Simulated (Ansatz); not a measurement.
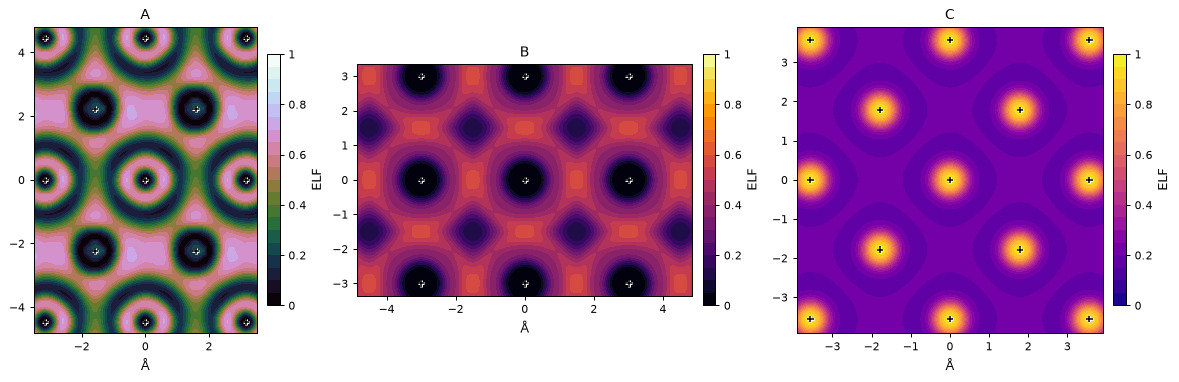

The ELF of 3 systems, each on a plane through atoms (crosses mark nuclei in the plane).

Theory: Ansatz, DFT PBEsol, scalar-relativistic, plane waves, PAW.

System 1: Sb, the (010) plane of the conventional cell. Space group Pm-3m; computed pressure about 4 GPa in this cell; computed without spin polarisation.

```yaml
crystal:
  lattice:
    - [3.00297, 0.00000, 0.00000]
    - [0.00000, 3.00297, 0.00000]
    - [0.00000, 0.00000, 3.00297]
  atoms:
    - { symbol: Sb, position: [0.00000, 0.00000, 0.00000] }
```

System 2: Cu, the (100) plane of the conventional cell. Space group Fm-3m; computed without spin polarisation.

System 3: TiAl, the (001) plane of the conventional cell. Space group P-1; a structure from a database of computed crystals, not necessarily the ambient phase; not relaxed (largest force 0.4 eV/Å); computed without spin polarisation.

Match each panel to its system.

Answer. Panel A is system 3, TiAl: the plane holds Ti and Al. Panel B is system 1, Sb: the plane holds Sb. Sb–Sb (3.00 Å): the ELF reaches about 0.55 near the midpoint. Panel C is system 2, Cu: the plane holds Cu. Cu–Cu (2.52 Å): the ELF is about 0.20 at the midpoint: no localised pair shows between them.
